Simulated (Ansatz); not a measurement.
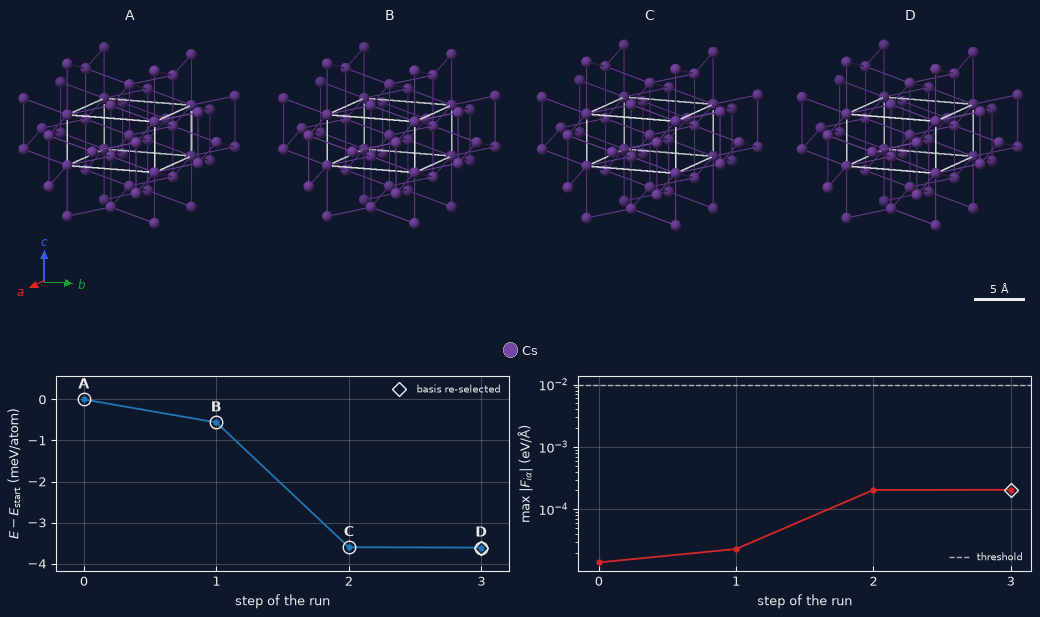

Frames of a relaxation of a crystal of Cs (a generated structure, set up in I4_1/amd), marked on the history of the run. A ball-and-stick model of the conventional cell (2 times the calculation's cell), seen slightly off an axis. Lengths and directions refer to the drawn axes.

Phase: beta-Sn type.

Level of theory: Ansatz, DFT, r2SCAN, plane waves (500 eV) with PAW, scalar-relativistic. (plane-wave cutoff 500 eV; k-point mesh 7 × 7 × 5; occupations fermi dirac; smearing width 0.1 eV; no spin polarisation; cell and atoms relaxed; force threshold 0.01 eV/Å; at most 60 steps)

> Describe the path.

The atoms keep their places relative to the cell (all moves are under 0.005 Å). The drawn cell changes as follows: a = b 9.471 → 9.679 Å (+2.2 %), c 5.171 → 5.299 Å (+2.5 %), α 90.0° → 90.2°, β 90.0° → 90.2°, γ 90.0° → 89.8°; the volume changes by +7.0 %. Some distances before and after: Cs–Cs 5.171 → 5.299 Å, Cs–Cs 4.909 → 5.016 Å. The space group (tolerance 0.01 Å) goes from I4_1/amd (No. 141) to C2/c (No. 15). The energy falls by 3.6 meV per atom in 2 accepted moves (3 points after the start). The pressure goes from 0.14 to 0.01 GPa. The SCF was repeated once at an unchanged geometry on a basis and grid sized afresh for the cell, which shifted the energy by less than 0.05 meV per atom at most. Cost: 3.4 min on 1 thread of Intel(R) Xeon(R) Platinum 8259CL CPU @ 2.50GHz (Skylake/Cascade Lake) (shared host), peak memory 1.4 GiB. From step 0 to 1: volume +0.6 %, energy −0.6 meV per atom. From step 1 to 2: volume +6.4 %, energy −3.0 meV per atom. From step 2 to 3: energy 0.0 meV per atom.
